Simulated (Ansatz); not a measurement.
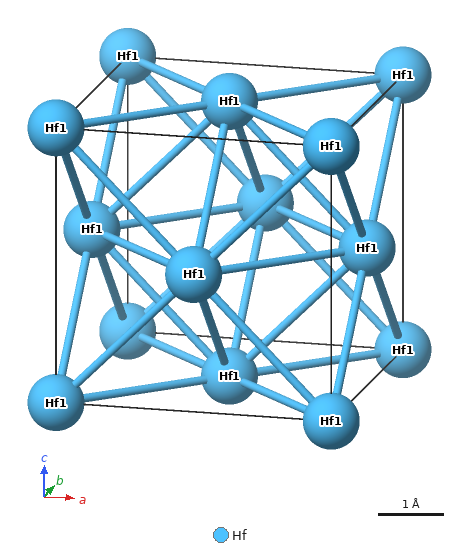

This is a symmetric starting cell of Hf (made from another compound by putting Hf in place of Ir). Style: ball-and-stick. Shown: the conventional cell (4 times the calculation's cell), slightly off an axis. Lengths and directions refer to the drawn axes.

The calculation used DFT PBEsol, scalar-relativistic, plane waves, PAW in Ansatz 0.2.0. (plane-wave cutoff 420 eV; k-point mesh 16 × 16 × 16; occupations gaussian; smearing width 0.1 eV; no spin polarisation)

The variant: All lengths are scaled by −2.8 % (volume −8.1 %), the atoms keeping their fractional coordinates. No relaxation follows. The starting cell wasn't computed here and needn't be at equilibrium, so pressure and forces aren't due to the change alone.

### What is the effect?

The pressure is 12.8 GPa (not all of it need come from the change, since the unchanged cell can be under pressure at this level too). All forces vanish by symmetry. Some distances before and after: Hf–Hf 3.108 → 3.021 Å. The space group stays Fm-3m (No. 225).

Drawn alike, the variant:

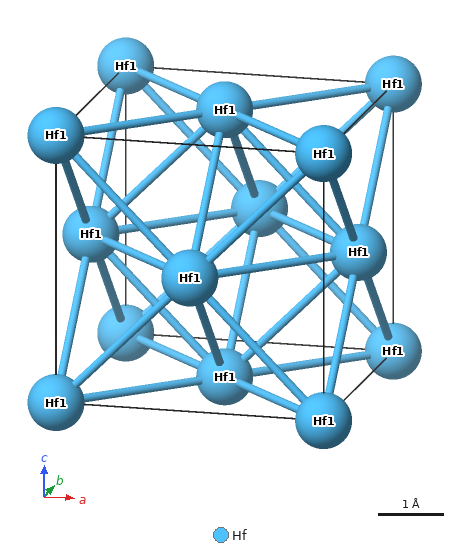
